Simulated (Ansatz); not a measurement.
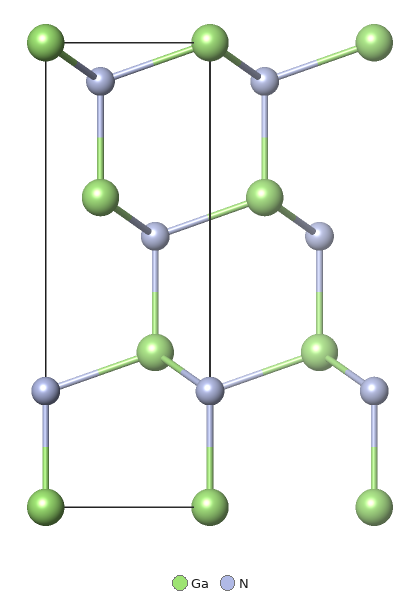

The picture looks along a close-packed row of the hexagonal mesh; [111] points upwards. Every atom sits on one of the three columns of the mesh; call them A, B, C in the order in which they first turn up. The box is the hexagonal cell of the face-centred cubic lattice. The sequence starts with the first layer at or above the cell's origin.

GaN (space group F-43m, No. 216): the input geometry of an electronic-structure calculation (not necessarily at equilibrium).

Give the sequence of layers in one repeat, with element and column.

Ga(A) – N(A) – Ga(B) – N(B) – Ga(C) – N(C) (six layers in 7.81 Å).

How are the N layers alone stacked?

N layers alone: ABC, the cubic close-packed type.

Which positions between or in the N layers do the other atoms fill?

Ga: three tetrahedral sites, counted in one hexagonal cell.

What short polytype symbol fits?

Polytype symbol 3C, the symbol of a tetrahedral polytype (number of double layers in the repeat and lattice).
